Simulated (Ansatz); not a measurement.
## C: single-point calculation (part 2 of 2)

C (slab, 22 atoms in the cell); DFT PBEsol, scalar-relativistic, plane waves, PAW, no spin polarisation (Ansatz 0.2.0); cutoff 420 eV, 14×2×1 k-mesh, Gaussian smearing of 0.1 eV. The structure derives from a Materials Project entry. It belongs to a series of runs on one base structure; here: (2 0 1) slab cut from the bulk.

Geometry of the input (Å; fractional positions):
```
2.4588  0.0000  0.0000
-1.2294  17.1783  0.0000
0.0000  0.0000  26.2692
C  0.5026  0.0051  0.2855
C  0.0051  0.0102  0.3123
C  0.2564  0.5128  0.3257
C  0.7590  0.5179  0.3525
C  0.0102  0.0205  0.3659
C  0.5128  0.0256  0.3928
C  0.7641  0.5282  0.4062
C  0.2666  0.5333  0.4330
C  0.5179  0.0359  0.4464
C  0.0205  0.0410  0.4732
C  0.2718  0.5435  0.4866
C  0.7743  0.5487  0.5134
C  0.0256  0.0512  0.5268
C  0.5282  0.0563  0.5536
C  0.7795  0.5589  0.5670
C  0.2820  0.5640  0.5938
C  0.5333  0.0666  0.6072
C  0.0359  0.0717  0.6341
C  0.2871  0.5743  0.6475
C  0.7897  0.5794  0.6743
C  0.0410  0.0820  0.6877
C  0.5435  0.0871  0.7145
```

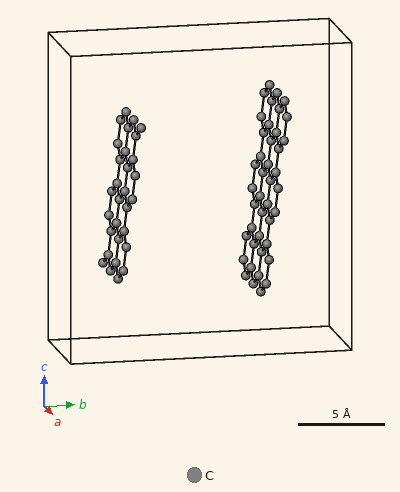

**Figure 1.** The input geometry (ball-and-stick view of the 3 repeat of the cell, with the vacuum cut short, seen slightly off an axis). An atom can appear more than once, as a periodic image.

Output, continued:
```
--- Per-component energies (eV) ---
  E_band       = -1053.095963
  E_kinetic    = 1971.754347
  E_local      = -34557.127570  (includes V_loc(G=0)·N_el)
  E_nonlocal   = 605.734682
  E_hartree    = 16181.277416
  E_xc         = -1036.844379
  E_vxc        = -1287.399346  (∫ρ·V_xc dr)
  E_paw        = -2097.264397  (= ΣΔE_a)
  E_vpaw       = -148.624827  (= ΣTr[D̂ρ^β])
  E_aug_tail   = 0.000171  (compensation charges beyond the density's cutoff)
  E_efield     = 0.000000  (sawtooth field / dipole correction)
  E_vefield    = 0.000000  (∫n·V_field dr)
  E_ewald      = 13519.050751
  E_core_change = 0.464211  (= ΣΔE_core)
  E_smearing   = -0.113294  (= −TS)
  E_closure    = -0.000000  (closes the sum)
  Σ components = -5413.068062   (vs F -5413.068062, Δ=0.00e0)
--- Forces (eV/Å), atoms counted from 1 ---
  atom   1  C     -0.00000100     0.22967230     1.86095969
  atom   2  C     -0.00000744    -0.34102474    -2.74829923
  atom   3  C     -0.00000528     0.23171453     1.89234429
  atom   4  C     -0.00000212    -0.34911104    -2.82286118
  atom   5  C     -0.00000943     0.12225713     0.97145190
  atom   6  C      0.00000719    -0.02583297    -0.20506535
  atom   7  C     -0.00000734     0.12968884     1.03221943
  atom   8  C      0.00000438    -0.03409091    -0.27089132
  atom   9  C     -0.00001147     0.01717534     0.13692543
  atom  10  C      0.00001008    -0.00817472    -0.06543455
  atom  11  C     -0.00000962     0.02646440     0.21123858
  atom  12  C      0.00000960    -0.02646487    -0.21123692
  atom  13  C     -0.00000983     0.00817578     0.06544551
  atom  14  C      0.00001103    -0.01717803    -0.13694563
  atom  15  C     -0.00000553     0.03408978     0.27089435
  atom  16  C      0.00000868    -0.12968622    -1.03221035
  atom  17  C     -0.00000678     0.02583437     0.20507657
  atom  18  C      0.00000886    -0.12225833    -0.97145476
  atom  19  C      0.00000331     0.34911153     2.82286733
  atom  20  C      0.00000424    -0.23171669    -1.89238283
  atom  21  C      0.00000019     0.34102226     2.74831228
  atom  22  C      0.00000600    -0.22966533    -1.86097987
  max |Σ_I F_I| component: 2.66e-5 eV/Å
--- Stress (GPa, compression-positive) ---
        0.047992      -0.000012       0.000007
       -0.000012       0.008552       0.009659
        0.000007       0.009660       0.058759
  P = ⅓ Tr σ = 0.0384 GPa (0.384 kbar)
--- Band table (eV; the first three rows and the last of 16) ---
  k-point 0: bands = ["-22.7970", "-22.6699", "-22.2831", "-21.9514", "-21.4796", "-20.8334", "-20.4078", "-19.3648", "-19.1014", "-17.8580", "-17.8567", "-15.4602", "-15.1162", "-13.5127", "-12.7423", "-11.3950", "-10.9032", "-10.7656", "-10.3092", "-10.1784", "-9.9513", "-9.6889", "-9.5636", "-9.4112", "-9.2507", "-9.1930", "-8.8792", "-8.7392", "-8.4585", "-8.2673", "-7.9136", "-7.7265", "-7.6021", "-7.3508", "-7.2988", "-7.0266", "-6.9515", "-6.8404", "-6.4778", "-6.4492", "-6.1172", "-6.0853", "-3.5376", "-3.5062", "-3.4621", "-3.4217", "-0.9857", "-0.7274", "0.1846", "0.6899", "0.8623", "0.8917", "0.9957", "1.3061", "1.6120", "1.6484", "1.7170", "2.2525", "2.3271", "2.3997", "2.5027", "2.5216", "2.6251", "2.8050", "2.9018", "2.9821"]
  k-point 1: bands = ["-22.7970", "-22.6699", "-22.2832", "-21.9514", "-21.4796", "-20.8334", "-20.4078", "-19.3648", "-19.1014", "-17.8579", "-17.8567", "-15.4602", "-15.1162", "-13.5127", "-12.7423", "-11.3950", "-10.9032", "-10.7656", "-10.3092", "-10.1784", "-9.9512", "-9.6889", "-9.5636", "-9.4111", "-9.2506", "-9.1931", "-8.8792", "-8.7392", "-8.4585", "-8.2673", "-7.9136", "-7.7264", "-7.6020", "-7.3507", "-7.2988", "-7.0266", "-6.9515", "-6.8404", "-6.4777", "-6.4492", "-6.1172", "-6.0853", "-3.5375", "-3.5061", "-3.4620", "-3.4216", "-0.9856", "-0.7273", "0.3341", "0.4142", "0.6893", "1.0048", "1.1884", "1.2880", "1.7518", "1.7877", "1.8234", "1.9816", "2.3806", "2.3849", "2.4665", "2.5463", "2.5732", "2.5916", "2.6710", "3.0549"]
  k-point 2: bands = ["-22.7063", "-22.5793", "-22.1930", "-21.8616", "-21.3904", "-20.7450", "-20.3203", "-19.2794", "-19.0168", "-17.7787", "-17.7777", "-15.3898", "-15.0477", "-13.4598", "-12.6976", "-11.3761", "-10.7945", "-10.6570", "-10.2015", "-10.1930", "-10.0819", "-9.9491", "-9.8441", "-9.5963", "-9.3051", "-9.2841", "-9.2724", "-8.8446", "-8.6337", "-8.2929", "-8.1625", "-7.9648", "-7.8505", "-7.5329", "-7.2874", "-7.1933", "-7.1435", "-6.9209", "-6.8433", "-6.8155", "-6.0074", "-5.9754", "-3.5063", "-3.4830", "-3.4565", "-3.4239", "-1.0141", "-0.7567", "0.3092", "0.6494", "0.9659", "1.0186", "1.1261", "1.2783", "1.7036", "1.7957", "1.8451", "2.3224", "2.4502", "2.5190", "2.6178", "2.6349", "2.6515", "2.9107", "3.0231", "3.0887"]
  k-point 15: bands = ["-18.5040", "-18.5009", "-18.3828", "-18.3828", "-18.0572", "-18.0509", "-17.7923", "-17.7922", "-17.6339", "-16.7001", "-16.3780", "-16.3780", "-16.0498", "-16.0457", "-15.1557", "-15.1556", "-14.9499", "-14.9341", "-14.0740", "-14.0355", "-14.0355", "-14.0217", "-11.7208", "-11.5708", "-11.4103", "-11.4103", "-10.6915", "-10.3919", "-10.2293", "-10.2292", "-10.0480", "-6.0720", "-6.0641", "-5.9720", "-5.9720", "-5.8753", "-5.7766", "-5.6947", "-5.6946", "-5.6940", "-3.8479", "-3.8377", "-3.8377", "-3.8345", "-2.7207", "-2.6950", "-2.6922", "-2.6922", "-1.4383", "-1.3486", "-1.2187", "-1.2185", "-0.8451", "-0.7882", "-0.6138", "-0.6138", "-0.5594", "4.5466", "4.8556", "4.9612", "4.9613", "5.8407", "6.2215", "6.2358", "6.5364", "6.5382"]
```

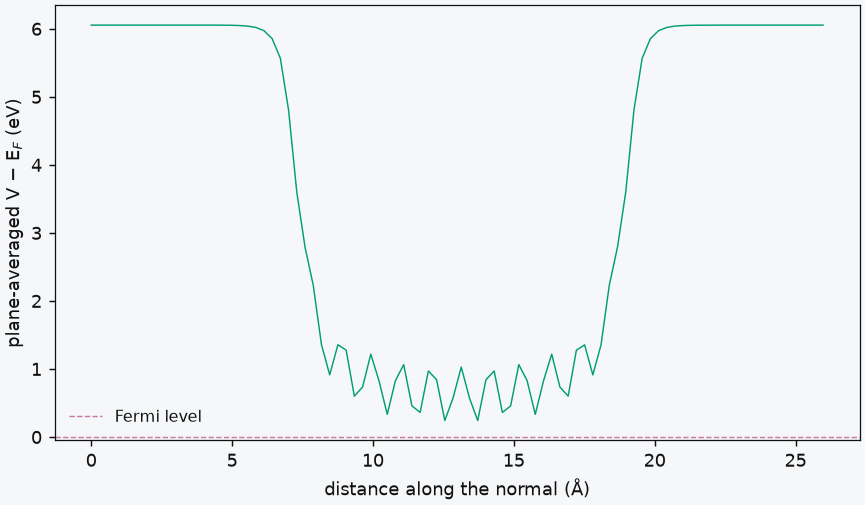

**Figure 2.** Plane average of the electrostatic potential energy of an electron across the cell, from the Fermi level. The vacuum level lies 6.05 eV above the Fermi level.

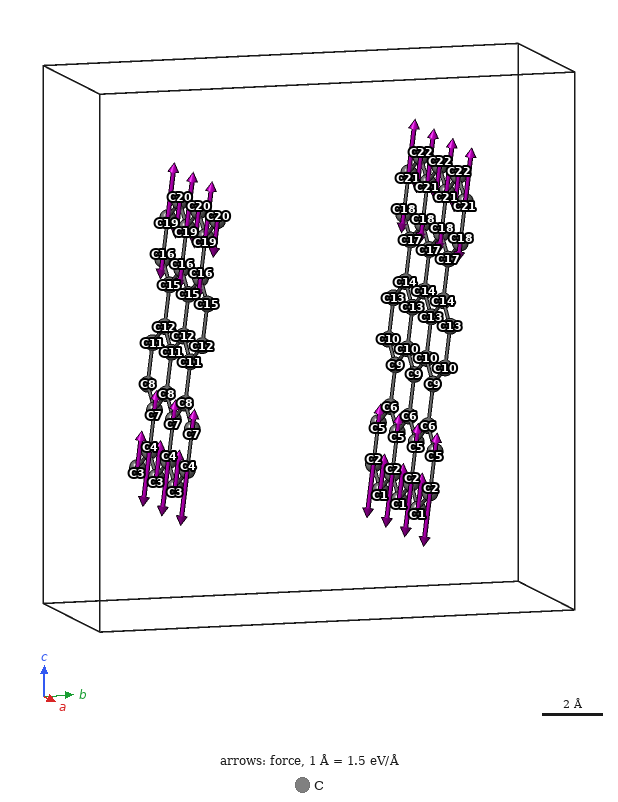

**Figure 3.** Forces on the atoms as pink arrows (ball-and-stick view of the 3 repeat of the cell, with the vacuum cut short, seen slightly off an axis; atoms are numbered from 1 in the order of the input); the smallest are left out. The largest act on C4, C19 (2.84 eV/Å); C2, C21 (2.77 eV/Å); C3, C20 (1.91 eV/Å); C1, C22 (1.88 eV/Å), among others. The geometry is not a stationary point of this energy.

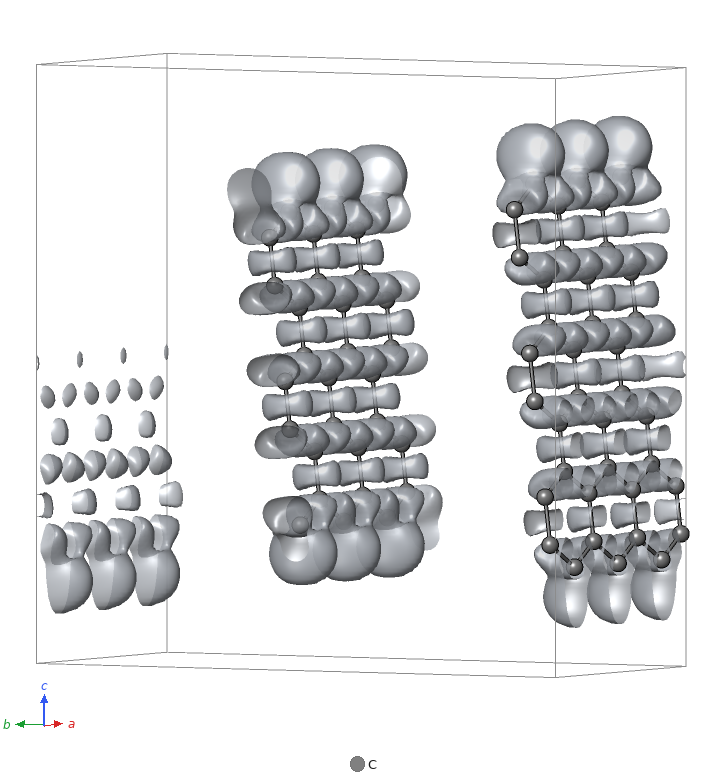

**Figure 4.** Isosurface of the ELF at 0.7 (grey), seen at an oblique angle. Only the valence region is drawn (cores and ρ < 0.01 e/Å³ removed). Sticks mark near contacts. Core electrons are frozen (PAW), so the fields are smoothed inside the atomic spheres.

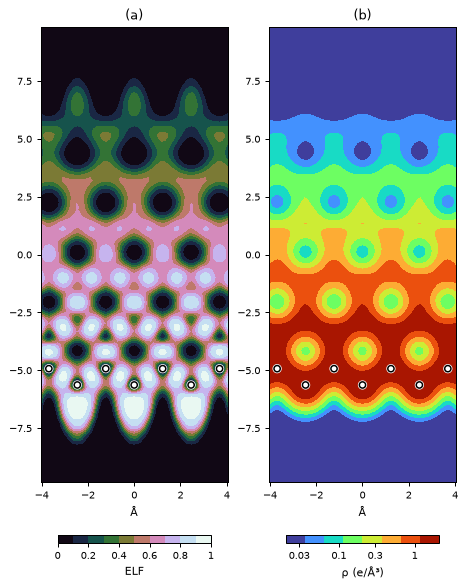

**Figure 5.** (a) ELF; (b) valence charge density (pseudo) on the (010) plane of the calculation cell, a cut from vacuum to vacuum. Circles mark the nuclei in the plane (C). Atoms in the plane: C. C–C (1.42 Å): the density is about 2 e/Å³ at the midpoint; the ELF peaks at about 0.95 between the atoms, which marks a shared electron pair. The density dies away to nearly zero in the vacuum.

Key numbers:

```csv
quantity,value
outcome,converged
electrons treated,88
free energy,−5413.0681 eV
"work function, top face",6.05 eV
"work function, bottom face",6.05 eV
Fermi energy,−3.526 eV
gap on the k-point mesh,none (metallic)
work function (upper face),6.05 eV
largest force (length of the vector),2.844 eV/Å
wall time,1.7 min (CPU time 3.4 min)
peak memory,1.7 GiB
```

Warnings of the run: the k-point mesh lowers the symmetry that the run can use; the exchange-correlation potential is rough where the density is thin.
